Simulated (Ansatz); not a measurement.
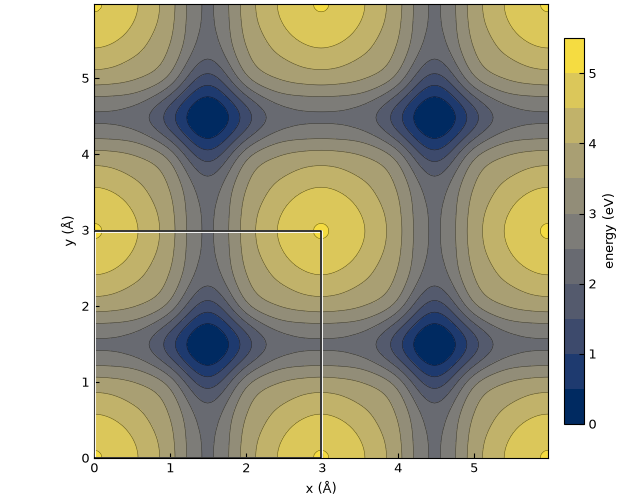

N on a Ta(100) slab cut from the Fm-3m phase, its upper half relaxed before the scan (3 atoms of substrate and one adsorbate in a 1 × 1 cell). N is moved over the surface cell; relaxed at each place: the height of the adsorbate's atoms; substrate rigid; the origin of the map has the adsorbate above Ta3. Places are given modulo a cell vector. The map is drawn in real space over the plane of the surface. The scan uses a 6 × 6 grid; 10 points were computed and 26 follow by symmetry. All energies are given in eV relative to the lowest grid point. With one adsorbate in each 1 × 1 cell, its nearest image is 3.0 Å away, so neighbouring adsorbates interact. These are results of DFT PBE, scalar-relativistic, plane waves, PAW (Ansatz 0.2.0), not measurements. Settings: cutoff 420 eV, k-mesh 9×9×1, gaussian smearing 0.1 eV, no spin polarisation.

In the figure: filled contours, the outline of one cell of the 2 × 2 shown. Between grid points the surface is interpolated.

The lowest grid point is at a fourfold hollow over a second-layer Ta atom, (3/6, 3/6) of the cell vectors. The highest grid point, the top site over a surface Ta atom, (0/6, 0/6) of the cell vectors, lies 5.02 eV above the lowest. On the interpolated surface the easiest way out of the lowest well to its copy in the next cell or period passes a barrier of about 2.4 eV. At the lowest point the adsorbate has 4 Ta at 2.14 Å as nearest neighbours, at the highest 1 Ta at 1.77 Å. Its relaxed height above the top atom is 0.37 Å at the lowest and 1.77 Å at the highest point.

N is replaced by H; all else is set up alike.

What does this change do to the map?

Answer. The minimum (interpolated where it lies between grid points) moves from a fourfold hollow over a second-layer Ta atom, (3/6, 3/6) of the cell vectors to a bridge site between two Ta atoms, (0/6, 3/6) of the cell vectors. The span from the lowest to the highest grid point shrinks from 5.02 to 0.76 eV. In the new map: at the lowest point the adsorbate has 2 Ta at 1.94 Å as nearest neighbours, at the highest 1 Ta at 1.79 Å. Its relaxed height above the top atom is 1.23 Å at the lowest and 1.79 Å at the highest point.

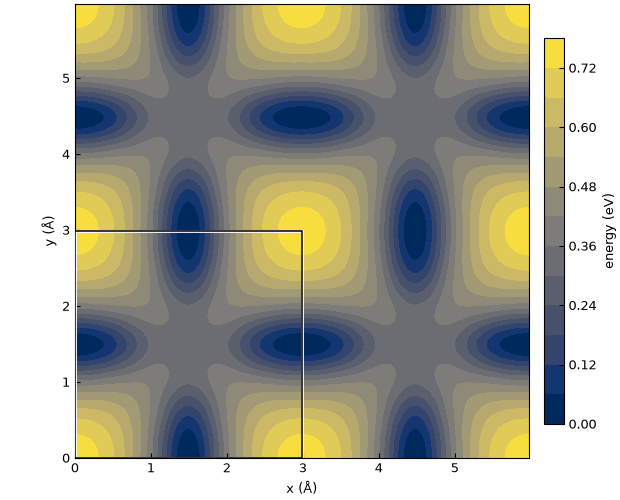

The map after the change, on a colour scale of its own. Drawn: filled contours, the outline of one cell of the 2 × 2 shown. Between grid points the surface is interpolated.

PAW datasets: the set soft_1.
